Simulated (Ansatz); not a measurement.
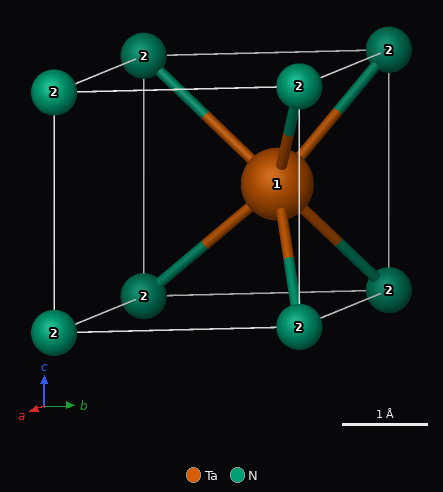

*The structure as given in the input (ball-and-stick view of the cell of the calculation, seen slightly off an axis; atoms are numbered from 1 in the order of the input).*

Near neighbours in the crystal (not all of them lie inside the picture): Ta has 6 N at 2.23 Å and 8 Ta at 2.88 to 2.94 Å; N has 6 Ta at 2.23 Å.

# Single-point calculation of TaN (part 1 of 3)

TaN (P-6m2, 2 atoms in the cell), computed with DFT r2SCAN+U, scalar-relativistic, plane waves, PAW, Ueff = 3 eV on Ta atom 1 d, spin-polarised (Ansatz 0.2.0).

The structure derives from an entry of the Crystallography Open Database. It belongs to a series of runs on one base structure; here: natural orbitals of the symmetric run, filled by rank. Figures and captions count atoms from 1; the log counts them from 0 in places.

**Input file**
```yaml
crystal:
  lattice:
    - [2.93800111, 0.0, 0.0]
    - [-1.46900055, 2.5443836, 0.0]
    - [0.0, 0.0, 2.88300221]
  atoms:
    - { symbol: Ta, position: [0.3333333333, 0.6666666667, 0.5], spin: 2.0 }
    - { symbol: "N", position: [0.0, 0.0, 0.0] }
basis:
  ecutwfc: 500
  ecutrho_ratio: 4
kpoints:
  mp_grid: { grid: [7, 7, 7] }
hamiltonian:
  xc: r2scan
  hubbard:
    sites:
      - { site: 0, l: d, u_eff: 3.0, starting_ns: [{ spin: up, occupation_matrix: s0up }, { spin: down, occupation_matrix: s0down }] }
    occupation_matrices:
      s0up:
        matrix:
          - [0.97, 0.0, 0.0, 0.0, 0.0]
          - [0.0, 0.02, 0.0, 0.0, 0.0]
          - [0.0, 0.0, 0.02, 0.0, 0.0]
          - [0.0, 0.0, 0.0, 0.02, 0.0]
          - [0.0, 0.0, 0.0, 0.0, 0.97]
      s0down:
        matrix:
          - [0.02, 0.0, 0.0, 0.0, 0.0]
          - [0.0, 0.02, 0.0, 0.0, 0.0]
          - [0.0, 0.0, 0.02, 0.0, 0.0]
          - [0.0, 0.0, 0.0, 0.02, 0.0]
          - [0.0, 0.0, 0.0, 0.0, 0.02]
    ns_hold: { iters: 10 }
scf:
  occupations: { method: gaussian, width: 0.05 }
  lower_state_search: "off"
  max_iter: 150
output:
  forces: true
  stress: true
  eigenvalues: true
  populations: true
  hubbard: { sites: [{ site: 0, l: d }] }
  write_density: true
  write_potential: true
  elf: true
  volumetric_format: npy
magnetization:
  spin_polarized: true
```

Run as:
```bash
ansatz run input.yaml --threads 2 --pin off --max-ram 3072MiB --backend cpu --events-out ev --progress --plain --runs-dir out
```

**Output**
```
Warning: crystal.symmetry: narrowed to the stabiliser of the occupation matrices — unitary ops 12 → 4; lowered by the specified shell (site 0, l: d); largest admitted image defect 3.7e-9, smallest excluded 7.1e-1 — at a splitting's scale: the group the occupation matrices' own texture admits
Ta: projections on atomic orbitals take those of the free atom [Kr 4d10 4f14] 5s2 5p6 5d3 6s2, of charge +0.00 (hamiltonian.pseudopotentials.projection_atoms); the dataset's partial waves leave at most 6.0e-5 of an orbital's norm unspanned inside its sphere
N: projections on atomic orbitals take those of the free atom [He] 2s2 2p3, of charge +0.00 (hamiltonian.pseudopotentials.projection_atoms); the dataset's partial waves leave at most 9.3e-9 of an orbital's norm unspanned inside its sphere
Engine: ansatz 0.2.0, aarch64-unknown-linux-gnu
Pseudopotentials: kind: paw
Pseudopotential: Ta, paw, valence charge 13, recommended cutoff 500 eV (meta_gga), Ta.paw.azcp
Pseudopotential: N, paw, valence charge 5, recommended cutoff 500 eV (meta_gga), N.paw.azcp
Functional definition: r2SCAN
  parameter k0 = 0.174
  parameter k1 = 0.065
  parameter a1 = 4.9479
  exchange = r2scan_x(k0 = k0, k1 = k1, a1 = a1)
  correlation = r2scan_c
Crystal: 2 atoms, lattice volume = 21.552 Å³
Basis set: ecut = 500 eV, 551 PW (Γ), exchange–correlation on 96×96×96 points (64 copies of the dense FFT grid, shifted against one another)
Bands: 14, of which v1, the nominal top of the filled ones, is band 9 counted from 1 (8 counted from 0)
Symmetry: 4 space group operations
k-points: 64 of 343 (time reversal used)
Non-local potential: Ta, projectors of the file, l = 0: 3, l = 1: 2, l = 2: 2, l = 3: 1
Non-local potential: N, projectors of the file, l = 0: 2, l = 1: 2, l = 2: 1
PAW form: soft (Blöchl's): semilocal exchange-correlation on the pseudo side does not see the compensation charge
PAW frozen core: Ta, regenerated for the run's functional (the file was generated under x = pbe(κ = 0.804, μ = 0.2195149727645171), c = pbe(β = 0.06672455060314922))
PAW frozen core: N, regenerated for the run's functional (the file was generated under x = pbe(κ = 0.804, μ = 0.2195149727645171), c = pbe(β = 0.06672455060314922))
PAW one-centre angular grid: Ta, 590 points (default); XC on 160 Gauss nodes
PAW one-centre angular grid: N, 302 points (default); XC on 160 Gauss nodes
Initial density: superposition of atomic densities (chi_scale 0.1, normalization cell, long waves kept (reshape's long-wave potential 0.00 eV rms))
Starting moments: Σ|m| = 2 μB on 1 of 2 sites
Initial wavefunctions: pseudopotential atomic-orbital guess
Functional: x = r2scan, c = r2scan; τ floored in thin density (d = 2e-4 eV/Å³)
```
